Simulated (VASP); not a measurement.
**Born-charge calculation, with input and output: GaP (part 2 of 2)**

The same run, continued: GaP (2 atoms in the cell); Kohn-Sham DFT of a periodic cell, PBE, VASP PAW PBE potentials, recommended, no spin polarisation (VASP 6.6.1); cutoff 520 eV, 10×10×10 k-mesh, Gaussian smearing of 0.02 eV. The structure derives from an entry of the Crystallography Open Database.

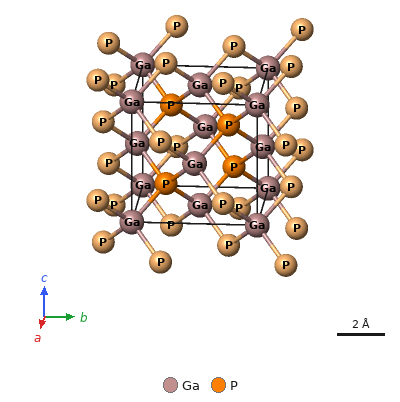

Figure 1. The input geometry (ball-and-stick view of the cell 4 times as large as that of the calculation, set on its symmetry axes, seen at an oblique angle; neighbours outside the cell are drawn fainter).

**Parts of OUTCAR, continued**
```
 k-point    24 :       0.4000    0.3000    0.0000
  band No.  band energies     occupation
      1      -9.9946      2.00000
      2      -9.8508      2.00000
      3      -9.8487      2.00000
      4      -9.8233      2.00000
      5      -9.7824      2.00000
      6      -5.8618      2.00000
      7      -0.7313      2.00000
      8       2.0606      2.00000
      9       2.4061      2.00000
     10       6.6913      0.00000
     11       7.7781      0.00000
     12      12.2680      0.00000
     13      12.7502      0.00000

 [... further k-points ...]

  FORCE on cell =-STRESS in cart. coord.  units (eV):
  Direction    XX          YY          ZZ          XY          YZ          ZX
  --------------------------------------------------------------------------------------
  -------------------------------------------------------------------------------------
  Total        0.6256343      0.6256343      0.6256343      0.0000000      0.0000000     -0.0000000
  in kB       24.7617922     24.7617922     24.7617922      0.0000000      0.0000000     -0.0000000
  external PRESSURE =      24.7617922 kB  Pullay stress =       0.0000000 kB

 VOLUME and BASIS-vectors are now :
 -----------------------------------------------------------------------------
  energy-cutoff  :      520.00
  volume of cell :       40.48
      direct lattice vectors                 reciprocal lattice vectors
     0.000000000  2.725250000  2.725250000    -0.183469406  0.183469406  0.183469406
     2.725250000  0.000000000  2.725250000     0.183469406 -0.183469406  0.183469406
     2.725250000  2.725250000  0.000000000     0.183469406  0.183469406 -0.183469406

 POSITION                                       TOTAL-FORCE (eV/Angst)
 -----------------------------------------------------------------------------------
      0.00000      0.00000      0.00000         0.000000      0.000000      0.000000
      1.36262      1.36262      1.36262        -0.000000     -0.000000     -0.000000
 -----------------------------------------------------------------------------------
    total drift:                                0.000002      0.000002      0.000002

  FREE ENERGIE OF THE ION-ELECTRON SYSTEM (eV)
  ---------------------------------------------------
  free  energy   TOTEN  =        -9.1181195198 eV

  energy  without entropy=       -9.1181195198  energy(sigma->0) =       -9.11811952

 HEAD OF MICROSCOPIC STATIC DIELECTRIC TENSOR (INDEPENDENT PARTICLE, excluding Hartree and local field effects)
 ------------------------------------------------------
          11.175282    -0.000000     0.000000
           0.000000    11.175282     0.000000
          -0.000000     0.000000    11.175282
 ------------------------------------------------------

 Free energy of the ion-electron system (eV)
  ---------------------------------------------------
  ---------------------------------------------------
  free energy    TOTEN  =        -1.16637218 eV

  energy without entropy =       -1.16637218

------------------------ aborting loop because EDIFF is reached ----------------------------------------

--------------------------------------- Ionic step        2  -------------------------------------------

------------------------ aborting loop because EDIFF is reached ----------------------------------------

--------------------------------------- Ionic step        3  -------------------------------------------

------------------------ aborting loop because EDIFF is reached ----------------------------------------

 PIEZOELECTRIC TENSOR FIELD DIRECTION 3  (e Angst)
 -----------------------------------------------------------------------------
    -0.00022 -2.01123  0.00000           (  0.00000 -0.03545  0.00000)
    -2.01123 -0.00022  0.00000           ( -0.03545  0.00000  0.00000)
     0.00000  0.00000 -0.00173           (  0.00000  0.00000  0.00000)

 PIEZOELECTRIC TENSOR FIELD DIRECTION 3  (C/m^2)
 -----------------------------------------------------------------------------
    -0.00009 -0.79602  0.00000
    -0.79602 -0.00009  0.00000
     0.00000  0.00000 -0.00069

--------------------------------------- Ionic step        4  -------------------------------------------

------------------------ aborting loop because EDIFF is reached ----------------------------------------

[... ionic steps 5 to 6 ...]

--------------------------------------- Ionic step        7  -------------------------------------------

 Free energy of the ion-electron system (eV)
  ---------------------------------------------------
  ---------------------------------------------------
  free energy    TOTEN  =        -0.04789647 eV

  energy without entropy =       -0.04789647

------------------------ aborting loop because EDIFF is reached ----------------------------------------

 INTERNAL STRAIN TENSOR  FOR ION    2  DIRECTION 1   (eV/Angst):
 -----------------------------------------------------------------------------
     0.00659  0.00000  0.00000
     0.00000 -0.00166 -7.47176
     0.00000 -7.47176 -0.00166

 MACROSCOPIC STATIC DIELECTRIC TENSOR (including local field effects in DFT)
 ------------------------------------------------------
          10.642730     0.000000    -0.000000
          -0.000000    10.642730     0.000000
           0.000000    -0.000000    10.642730
 ------------------------------------------------------

 PIEZOELECTRIC TENSOR (including local field effects)  for field in x, y, z        (e  Angst)
          XX          YY          ZZ          XY          YZ          ZX
  --------------------------------------------------------------------------------
  x     0.00000     0.00000     0.00000     0.00000    -2.01646     0.00000
  y    -0.00000     0.00000     0.00000     0.00000     0.00000    -2.01646
  z     0.00000    -0.00000     0.00000    -2.01646     0.00000     0.00000

 PIEZOELECTRIC TENSOR (including local field effects)  for field in x, y, z        (C/m^2)
          XX          YY          ZZ          XY          YZ          ZX
  --------------------------------------------------------------------------------
  x     0.00000     0.00000     0.00000     0.00000    -0.79809     0.00000
  y    -0.00000     0.00000     0.00000     0.00000     0.00000    -0.79809
  z     0.00000    -0.00000     0.00000    -0.79809     0.00000     0.00000

 BORN EFFECTIVE CHARGES (including local field effects) (in |e|, cummulative output)
 ---------------------------------------------------------------------------------
 ion    1
    1     2.18229     0.00000    -0.00000
    2     0.00000     2.18229     0.00000
    3     0.00000     0.00000     2.18229
 ion    2
    1    -2.18229    -0.00000     0.00000
    2     0.00000    -2.18229    -0.00000
    3     0.00000     0.00000    -2.18229

 INTERNAL STRAIN TENSOR FOR ION    2 for displacements in x,y,z  (eV/Angst):
          X           Y           Z          XY          YZ          ZX
  --------------------------------------------------------------------------------
  x    -0.00000    -0.00000    -0.00000     0.00000    -7.47176     0.00000
  y    -0.00000    -0.00000    -0.00000     0.00000     0.00000    -7.47176
  z    -0.00000    -0.00000    -0.00000    -7.47176     0.00000     0.00000

 SECOND DERIVATIVES (NOT SYMMETRIZED)
 ------------------------------------
               1X          1Y          1Z          2X          2Y          2Z
  1X    -9.996953    0.000000    0.000000    9.996953    0.000000    0.000000
  1Y     0.000000   -9.996953    0.000000    0.000000    9.996953    0.000000
  1Z     0.000000    0.000000   -9.996953    0.000000    0.000000    9.996953
  2X    10.012798    0.000000    0.000000  -10.012798    0.000000    0.000000
  2Y     0.000000   10.012798    0.000000    0.000000  -10.012798    0.000000
  2Z     0.000000    0.000000   10.012798    0.000000    0.000000  -10.012798

 Eigenvectors and eigenvalues of the dynamical matrix
 ----------------------------------------------------

   1 f  =   10.679338 THz    67.100260 2PiTHz  356.224375 cm-1    44.166174 meV
             X         Y         Z           dx          dy          dz
      0.000000  0.000000  0.000000     0.000000   -0.554309   -0.000000
      1.362625  1.362625  1.362625     0.000000    0.832311    0.000000

   2 f  =   10.679338 THz    67.100260 2PiTHz  356.224375 cm-1    44.166174 meV
             X         Y         Z           dx          dy          dz
      0.000000  0.000000  0.000000     0.000000    0.000000   -0.554309
      1.362625  1.362625  1.362625     0.000000   -0.000000    0.832311

   3 f  =   10.679338 THz    67.100260 2PiTHz  356.224375 cm-1    44.166174 meV
             X         Y         Z           dx          dy          dz
      0.000000  0.000000  0.000000     0.554309    0.000000   -0.000000
      1.362625  1.362625  1.362625    -0.832311    0.000000   -0.000000

   4 f/i=    0.003901 THz     0.024513 2PiTHz    0.130137 cm-1     0.016135 meV
             X         Y         Z           dx          dy          dz
      0.000000  0.000000  0.000000    -0.004574   -0.065199   -0.829740
      1.362625  1.362625  1.362625    -0.003046   -0.043422   -0.552598

   5 f/i=    0.003901 THz     0.024513 2PiTHz    0.130137 cm-1     0.016135 meV
             X         Y         Z           dx          dy          dz
      0.000000  0.000000  0.000000     0.724260   -0.409139    0.028157
      1.362625  1.362625  1.362625     0.482349   -0.272482    0.018752

   6 f/i=    0.003901 THz     0.024513 2PiTHz    0.130137 cm-1     0.016135 meV
             X         Y         Z           dx          dy          dz
      0.000000  0.000000  0.000000     0.410082    0.721869   -0.058984
      1.362625  1.362625  1.362625     0.273110    0.480757   -0.039282

--------------------------------------------------------------------------------------------------------

 MACROSCOPIC STATIC DIELECTRIC TENSOR IONIC CONTRIBUTION
 ------------------------------------------------------
           2.127794     0.000000    -0.000000
           0.000000     2.127794     0.000000
          -0.000000     0.000000     2.127794
 ------------------------------------------------------

 ELASTIC MODULI CONTR FROM IONIC RELAXATION (kBar)
 Direction    XX          YY          ZZ          XY          YZ          ZX
 --------------------------------------------------------------------------------
 XX          -0.0000     -0.0000     -0.0000      0.0000      0.0000      0.0000
 YY          -0.0000     -0.0000     -0.0000      0.0000      0.0000     -0.0000
 ZZ          -0.0000     -0.0000     -0.0000     -0.0000      0.0000      0.0000
 XY           0.0000      0.0000     -0.0000   -218.4392      0.0000      0.0000
 YZ           0.0000      0.0000      0.0000      0.0000   -218.4392      0.0000
 ZX           0.0000     -0.0000      0.0000      0.0000      0.0000   -218.4392
 --------------------------------------------------------------------------------

 PIEZOELECTRIC TENSOR IONIC CONTR  for field in x, y, z        (C/m^2)
          XX          YY          ZZ          XY          YZ          ZX
  --------------------------------------------------------------------------------
  x    -0.00000    -0.00000    -0.00000    -0.00000     0.64151     0.00000
  y    -0.00000     0.00000    -0.00000     0.00000     0.00000     0.64151
  z    -0.00000    -0.00000     0.00000     0.64151     0.00000     0.00000
```

**CONTCAR**
```
GaP
   1.00000000000000
     0.0000000000000000    2.7252500000000000    2.7252500000000000
     2.7252500000000000    0.0000000000000000    2.7252500000000000
     2.7252500000000000    2.7252500000000000    0.0000000000000000
  Ga              P
     1     1
Direct
     0.0000000000000000    0.0000000000000000    0.0000000000000000
     0.2500000000000000    0.2500000000000000    0.2500000000000000

  0.00000000E+00  0.00000000E+00  0.00000000E+00
  0.00000000E+00  0.00000000E+00  0.00000000E+00
```

This output came from the following input.

**INCAR**
```
SYSTEM = GaP
ALGO = Fast ; EDIFF = 1E-8
ENCUT = 520 ; GGA = PE
IBRION = 8 ; ISIF = 2
ISMEAR = 0 ; LASPH = .TRUE.
LCHARG = .FALSE. ; LEPSILON = .TRUE.
LREAL = .FALSE. ; LWAVE = .FALSE.
NELM = 100 ; NSW = 1
PREC = Accurate ; SIGMA = 0.02
```

**KPOINTS**
```
k-points
0
G
  10 10 10
  0 0 0
```

**POSCAR**
```
GaP
1.0
    0.0000000000      2.7252500000      2.7252500000
    2.7252500000      0.0000000000      2.7252500000
    2.7252500000      2.7252500000      0.0000000000
Ga P
1 1
Direct
    0.0000000000      0.0000000000      0.0000000000
    0.2500000000      0.2500000000      0.2500000000
```

Launched with:
```bash
cat potpaw_PBE.64/Ga_d/POTCAR potpaw_PBE.64/P/POTCAR > POTCAR
mpirun -np 1 vasp_std > vasp.out
```

**Summary**

| quantity | value |
| --- | --- |
| outcome | converged |
| space group (tolerance 0.01 Å) | F-43m (216) |
| electrons treated | 18 |
| Fermi energy of the self-consistent step | 4.818 eV |
| gap on the k-point mesh | 1.60 eV |
| ε∞ (xx, yy, zz) | 10.64, 10.64, 10.64 |
| hardware | 1 thread of Intel Xeon @ 2.90GHz (Ice Lake), 64 GiB of memory available, shared host |
| wall time | 25 min |
| peak memory | 0.36 GiB |
